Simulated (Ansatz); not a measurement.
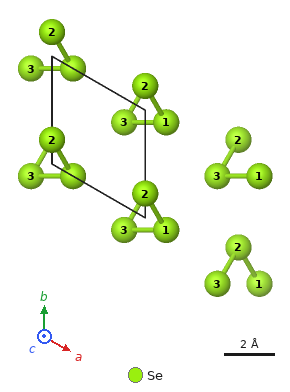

A crystal of Se (built on the trigonal type), before the relaxation. The picture is a ball-and-stick view of the cell of the calculation, repeated 2 × 1 × 1 with one cell outlined, seen along the c axis.

Method: DFT LDA, scalar-relativistic, plane waves, PAW (Ansatz).

The input:
```yaml
crystal:
  lattice:
    - [4.3662, 0.0, 0.0]
    - [-2.1831, 3.781240118, 0.0]
    - [0.0, 0.0, 4.9536]
  atoms:
    - { symbol: Se, position: [0.2254, 0.0, 0.8333333333] }
    - { symbol: Se, position: [0.0, 0.2254, 0.1666666667] }
    - { symbol: Se, position: [0.7746, 0.7746, 0.5] }
basis:
  ecutwfc: 600
  ecutrho_ratio: 5
kpoints:
  mp_grid: { grid: [12, 12, 8] }
hamiltonian:
  xc: lda
scf:
  occupations: { method: gaussian, width: 0.05 }
output:
  forces: true
  stress: true
  eigenvalues: true
relax:
  f_tol: 0.01
  max_steps: 60
  cell: { stress_tol: 0.15 }
```

**What does the optimiser find from here?**

After 5 accepted moves (6 points after the start) the energy has fallen by 50.2 meV per atom. The largest force component goes from 0.21 to 0.0046 eV/Å. The pressure goes from −1.28 to 0.01 GPa. The SCF was repeated once at an unchanged geometry on a basis and grid sized afresh for the cell, which shifted the energy by 0.1 meV per atom at most. The largest moves relative to the cell, 0.12 Å, are those of Se1, Se2 and Se3. Se2 goes along +b. Cell: a = b 4.366 → 3.947 Å (−9.6 %), c 4.954 → 5.120 Å (+3.4 %). Volume −15.6 %. Among the contacts that change: Se1–Se2 3.436 → 3.099 Å, Se1–Se2 (another image) 2.373 → 2.441 Å. The space group stays P3_121 (No. 152). The run took about 3 core-minutes on a shared host.

Final geometry:

```
Se
1.0
     3.94676    0.00000    0.00000
    -1.97338    3.41800    0.00000
     0.00000    0.00000    5.11964
Se
3
Direct
  0.25533 0.00000 0.83333
  0.00000 0.25533 0.16667
  0.74467 0.74467 0.50000
```

After the run, drawn alike:

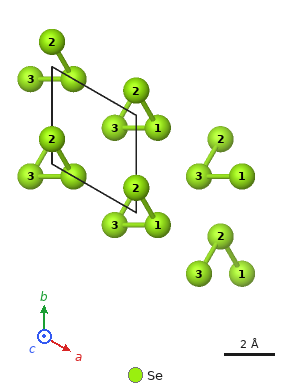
